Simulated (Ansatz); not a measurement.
**Geometry relaxation of GaP (part 1 of 2)**

- system: GaP (4 atoms in the cell)
- method: DFT PBE, scalar-relativistic, plane waves, PAW, no spin polarisation (Ansatz 0.2.0)

The structure was made by a generator, so it may or may not be a known phase.

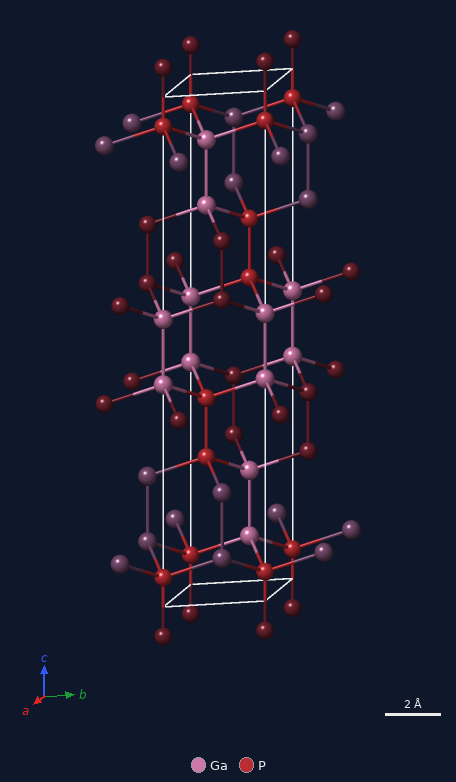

**Figure 1.** The input geometry (ball-and-stick view of the cell 3 times as large as that of the calculation, set on its symmetry axes, seen slightly off an axis; neighbours outside the cell are drawn fainter). Near neighbours in the crystal (not all of them lie inside the picture): Ga has 1 Ga at 2.48 Å and 3 P at 2.40 Å; P has 3 Ga at 2.40 Å and 1 P at 2.23 Å.

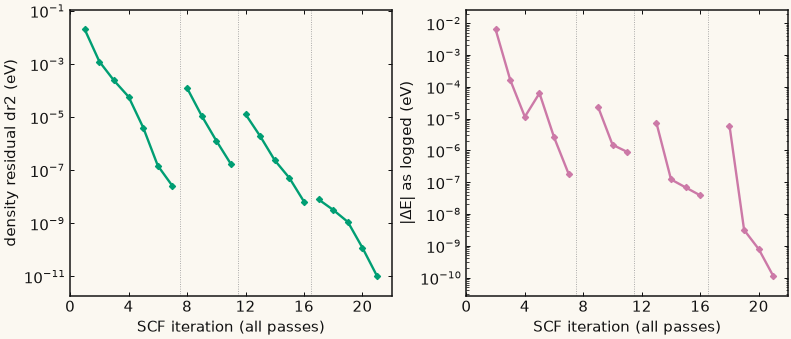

**Figure 2.** Convergence of the self-consistent field: density residual dr2 and size of the energy change against the SCF iteration. The dotted lines part the SCF passes of the relaxation: geometry steps, rejected trials and re-solves on a re-selected basis. The passes take 7, 4, 5 and 5 iterations.

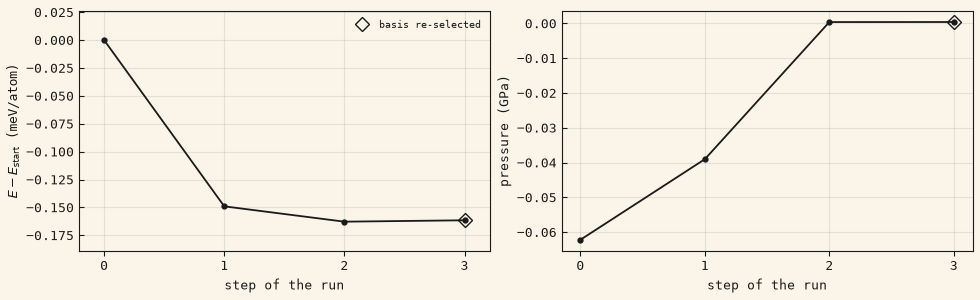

**Figure 3.** Progress of the relaxation, step by step (the first geometry is step 0 here and step 1 in the log). The largest moves relative to the cell, 0.005 Å, are those of P3 and P4. Largest moves by element: P 0.005 Å, Ga 0.004 Å. Among the contacts that change: Ga1–Ga2 2.477 → 2.487 Å, P3–P4 2.228 → 2.221 Å. The space group stays R-3m (No. 166). The energy falls by 0.2 meV per atom in 2 geometry steps. Largest force component: 0.08 eV/Å at the start, 0.0044 eV/Å at the end. Pressure: −0.06 GPa at the start and 0.00 GPa at the end. A last SCF at the same geometry on a re-selected plane-wave basis shifts the energy by +0.0 meV per atom. (Atoms are counted from 1 in the order of the input.)

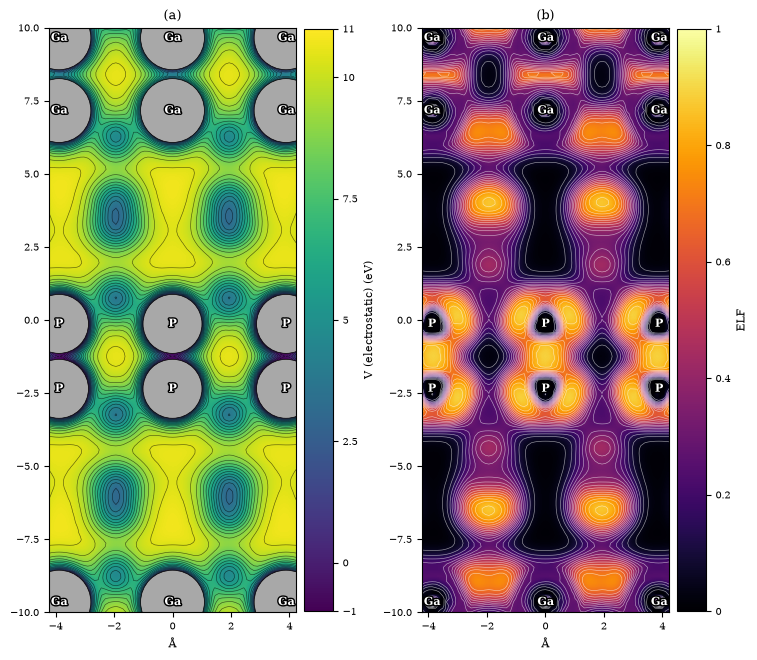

**Figure 4.** (a) electrostatic potential energy of an electron; (b) ELF on the (100) plane of the conventional cell. Grey discs, where drawn, cover atomic cores. The plane passes through Ga and P nuclei. P–P (2.22 Å): the ELF peaks at about 0.90 between the atoms, which marks localised, shared-pair bonding. Ga–Ga (2.49 Å): the ELF peaks at about 0.70 between the atoms. Outside the cores the potential energy rises away from the atoms and is highest about 2.3 Å from the nearest atoms; outside the discs it spans about 11 eV, and its zero is arbitrary. Core electrons are frozen (PAW), so the fields are smoothed inside the atomic spheres.

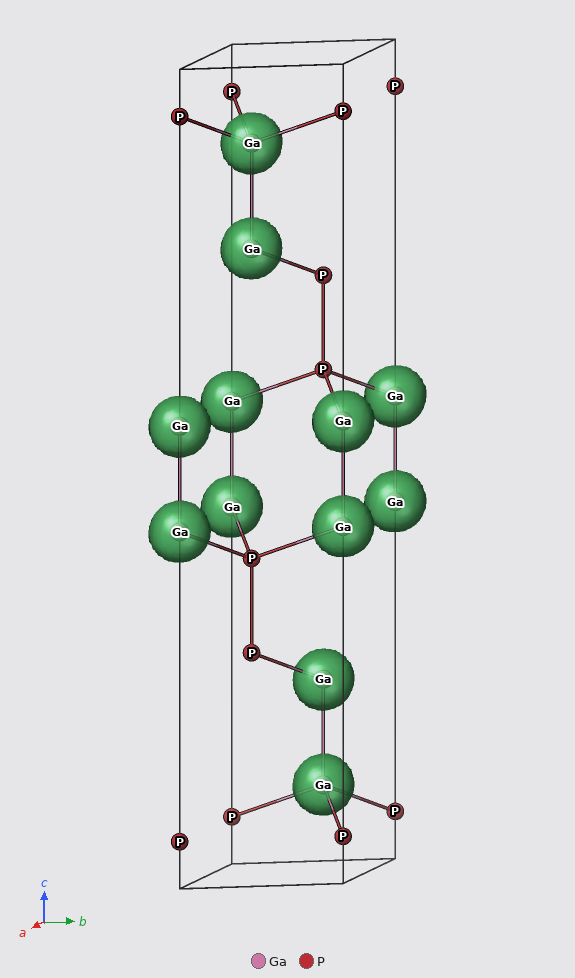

**Figure 5.** Isosurface of the valence pseudo-density at 1 e/Å³ (green), seen slightly off an axis. Sticks mark near contacts. The outline is the cell set on symmetry axes. At this value the density breaks into separate islands; it holds about 50 % of the electrons treated as valence (semicore included). It is pinched off along the P–P (2.22 Å), Ga–P (2.40 Å) and Ga–Ga (2.49 Å) contacts. On the grid the lowest density along these lines, outside the cores, is 0.75 e/Å³ (P–P, 2.22 Å), 0.49 e/Å³ (Ga–P, 2.40 Å) and 0.42 e/Å³ (Ga–Ga, 2.49 Å).

The input that produced these results follows, with the program's output.

### The input
```yaml
crystal:
  lattice:
    - [1.9432876699, 1.1219576593, 6.4296152397]
    - [-1.9432876699, 1.1219576593, 6.4296152397]
    - [0.0, -2.2439153187, 6.4296152397]
  atoms:
    - { symbol: Ga, position: [0.5642130252, 0.5642130252, 0.5642130252] }
    - { symbol: Ga, position: [0.4357869748, 0.4357869748, 0.4357869748] }
    - { symbol: P, position: [0.9422348688, 0.9422348688, 0.9422348688] }
    - { symbol: P, position: [0.0577651312, 0.0577651312, 0.0577651312] }
basis:
  ecutwfc: 420
kpoints:
  mp_grid: { grid: [12, 12, 12] }
hamiltonian:
  xc: pbe
scf:
  occupations: { method: gaussian, width: 0.02 }
output:
  forces: true
  stress: true
  eigenvalues: true
  write_density: true
  write_potential: true
  elf: true
  volumetric_format: npy
relax:
  adjacent_minimum: "off"
  f_tol: 0.01
  max_steps: 80
  cell: { stress_tol: 0.05 }
```

Run as:
```bash
ansatz run input.yaml --threads 1 --pin off --max-ram 2560MiB --backend cpu --events-out ev --progress --plain --runs-dir out
```

### What the program printed
```
basis.fft_grid_basis auto: the FFT boxes are laid along the combinations [[1, -1, 0], [0, 1, 0], [0, -1, 1]] of the cell's own vectors, 3.887, 6.810 and 3.887 Å long. The dense box has 27×48×27 points. Along the cell's own vectors, as sized, it would have 48×48×48, 3.16 times as many. Of the 12 symmetry operations that the crystal satisfies within crystal.symmetry.tolerance (time reversal apart; of a slab, those that keep its plane) the dense box along the cell's own vectors carries 12, and the one as laid loses 8 of those. basis.fft_grid_basis: typed keeps the cell's own vectors: state it where this run's energies or levels are differenced outside the engine with another run's, or held beside a run that keeps those vectors. Those combinations have planes normal to reciprocal vector 3, as the cell's own vectors have. Each planar average written beside output.write_density, output.write_potential has a row for each plane of the box: 27. The volumetric files lie along those combinations, not along the cell's own vectors: a cube or XSF file states them, and fields.json those of NumPy files.
Engine: ansatz 0.2.0, x86_64-unknown-linux-gnu
Pseudopotentials: kind: paw
Pseudopotential: Ga, paw, valence charge 13, recommended cutoff 420 eV (normal), Ga.paw.azcp
Pseudopotential: P, paw, valence charge 5, recommended cutoff 420 eV (normal), P.paw.azcp
Functional definition: PBE
  parameter kappa = 0.804
  parameter beta = 0.06672455060314922
  exchange = pbe_x(kappa = kappa, mu = beta*pi^2/3)
  correlation = pbe_c(beta = beta)
Crystal: 4 atoms, lattice volume = 84.110 Å³
Basis set: ecut = 420 eV, 1677 PW (Γ), FFT grids on a1−a2, a2, −a2+a3, exchange–correlation on 54×96×54 points (8 copies of the dense FFT grid, shifted against one another)
Bands: 22, of which v1, the nominal top of the filled ones, is band 18 counted from 1 (17 counted from 0)
Symmetry: 12 space group operations
Space group: R-3m (ITA 166), of the structure as read, at distance tolerance 4.4e-5 Å
k-points: 189 of 1728
Non-local potential: Ga, projectors of the file, l = 0: 2, l = 1: 2, l = 2: 3, l = 3: 1
Non-local potential: P, projectors of the file, l = 0: 2, l = 1: 2, l = 2: 2
PAW form: soft (Blöchl's): semilocal exchange-correlation on the pseudo side does not see the compensation charge
PAW one-centre angular grid: Ga, 590 points (default); XC on 64 Gauss nodes
PAW one-centre angular grid: P, 110 points (default); XC on 64 Gauss nodes
Initial density: superposition of atomic densities (neutral atoms: chi_scale 0, normalization atom), corrected by the library's trained network
Initial wavefunctions: pseudopotential atomic-orbital guess
Functional: x = pbe(κ = 0.804, μ = 0.2195149727645171), c = pbe(β = 0.06672455060314922)
SCF iter   1: F=—  HF=-9078.602325 eV  |F-HF|=—  |Δ(HF+E_count)|=         —  Δρ=2.68e-3  dr2=1.97e-2  ethr=1.77e-3  ⟨swp⟩=6.8  Hψ=21842  notcnv=0
preconditioner: auto → Resta (q_TF=auto, 2.368 Å⁻¹)  ε∞=4.2  [insulator: Δε(μ)=0.763 eV  Ē_g=13.615 eV  σ=0.020 eV  W_gap=1.00  n_scr=22 (ndim 8)  ℏωp=24.3 eV  f_vac=0.015  D(μ)=0.00/eV (n_scr^D=0)  ε∞_Penn≈4.2]
SCF iter   2: F=—  HF=-9078.595977 eV  |F-HF|=—  |Δ(HF+E_count)|=   6.35e-3  Δρ=1.08e-3  dr2=1.22e-3  ethr=5.47e-5  ⟨swp⟩=3.9  Hψ=10932  notcnv=0
SCF iter   3: F=—  HF=-9078.595813 eV  |F-HF|=—  |Δ(HF+E_count)|=   1.64e-4  Δρ=4.92e-4  dr2=2.36e-4  ethr=3.39e-6  ⟨swp⟩=2.0  Hψ=7918  notcnv=0
SCF iter   4: F=—  HF=-9078.595824 eV  |F-HF|=—  |Δ(HF+E_count)|=   1.14e-5  Δρ=2.46e-4  dr2=5.77e-5  ethr=6.55e-7  ⟨swp⟩=2.0  Hψ=7560  notcnv=0
SCF iter   5: F=—  HF=-9078.595887 eV  |F-HF|=—  |Δ(HF+E_count)|=   6.29e-5  Δρ=6.46e-5  dr2=3.99e-6  ethr=1.60e-7  ⟨swp⟩=2.5  Hψ=6997  notcnv=0
SCF iter   6: F=—  HF=-9078.595890 eV  |F-HF|=—  |Δ(HF+E_count)|=   2.57e-6  Δρ=1.61e-5  dr2=1.46e-7  ethr=1.11e-8  ⟨swp⟩=2.0  Hψ=7571  notcnv=0
SCF iter   7: F=-9078.595890 eV  HF=-9078.595890 eV  |F-HF|=1.66e-8  |Δ(HF+E_count)|=   1.80e-7  Δρ=7.49e-6  dr2=2.53e-8  ethr=2.78e-10  ⟨swp⟩=11.6  Hψ=31717  notcnv=0
SCF 1 converged in 7 iterations: F = -9078.595890 eV  dr2 = 2.53e-8
  greatest PAW one-centre occupation: 0.994 electrons in one spin orbital (limit 2), on the Ga atom at site 1 (counted from 0), in its partial waves of l = 2
relax step   1: F+E_penalty+E_count = -9078.59588975 eV  Δ(F+E_penalty+E_count) = +0.000e0 eV  max|allowed force component| = 7.983e-2 eV/Å  Δτ_max = 0.0000 Å  P = -0.062 GPa  Ω = 84.110 Å³  (7 SCF iters, dr2 threshold 1.00e-7 eV, accepted)
Crystal: 4 atoms, lattice volume = 84.119 Å³
Initial density: handed on by an earlier stage of this run
Initial wavefunctions: those handed on with the density
iter 1 solved again at ethr=3.09e-7 eV; its pass at ethr=3.10e-3 eV (dr2=1.11e-4 eV) is discarded
```
